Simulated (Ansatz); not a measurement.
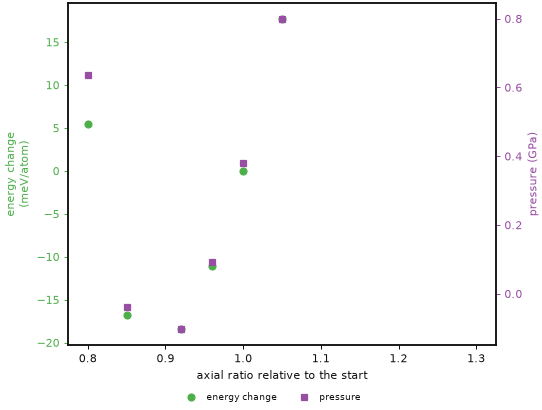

The plot gives the computed energy change and pressure against relative axial ratio for AlNi, space group Cmmm (No. 65).

Structure:
```yaml
crystal:
  lattice:
    - [1.93869, -1.95319, 0.00000]
    - [1.93869, 1.95319, 0.00000]
    - [0.00000, 0.00000, 3.09943]
  atoms:
    - { symbol: Al, position: [0.00000, 0.00000, 0.00000] }
    - { symbol: Ni, position: [0.50000, 0.50000, 0.50000] }
```

How it was computed, with Ansatz 0.2.0: deformation of a crystal at fixed volume, lengths along the axis scaled against those across it, fractional coordinates fixed, by plane-wave density functional theory with PAW datasets, free energies less that of the undisturbed cell, pressure positive in compression; scalar-relativistic. Level: PBEsol, no spin polarisation.

wave cutoff 420 eV; k mesh 20×20×18; occupations Gaussian; smearing width 0.15 eV; k shift (0, 0, 0) (mesh steps); start as given; path axial; axis direction (0, 0, 1) (Cartesian unit vector).

The points at relative axial ratio 1.10, 1.20 and 1.30 are left out of the plot. What values does the calculation give there?

| axial ratio relative to the start | energy change (meV/atom) | pressure (GPa) |
| --- | --- | --- |
| 1.10 | 39 | 1.211 |
| 1.20 | 92 | 2.013 |
| 1.30 | 169 | 3.131 |

Caveats: no spin polarisation, a magnetic state may lie lower; reference crystal is not relaxed; shape and atomic fractions are frozen while scaling, which makes layered, chain and framework solids too stiff.
